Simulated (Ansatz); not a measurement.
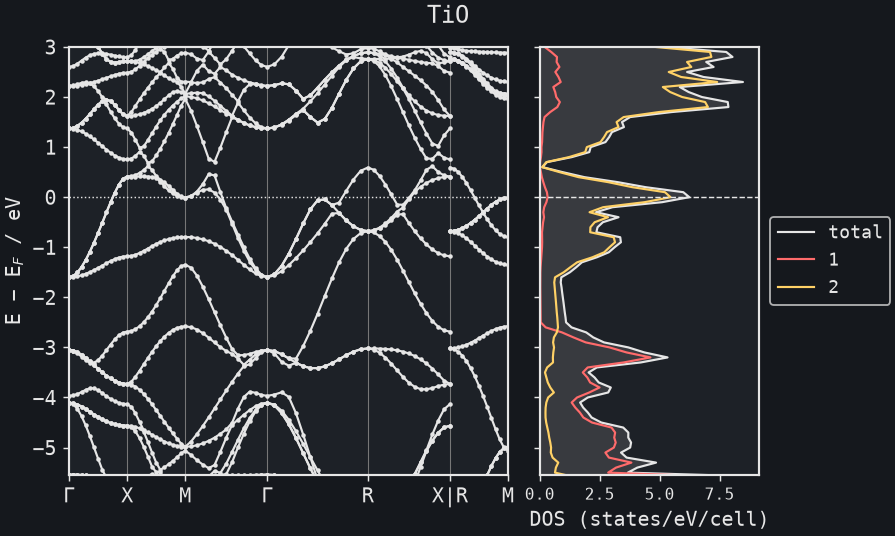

Band structure and density of states. Energies are counted from the Fermi level. The partial curves are projected on Löwdin-orthogonalised atomic shells.

The material is TiO, space group Pm-3m (No. 221), 6 atoms in the cell.

Ansatz 0.2.0; DFT PBEsol, scalar-relativistic, plane waves, PAW, no spin polarisation, 10×10×10 k mesh, Gaussian smearing of 0.1 eV.

Q: The numbered curves are projections. Which is which? The candidates: O 2p, Ti 3d.

A: 1 is O 2p; 2 is Ti 3d.

Q: Does this material conduct, going by its bands?

A: A metal: 2 bands cross the Fermi level along this path.
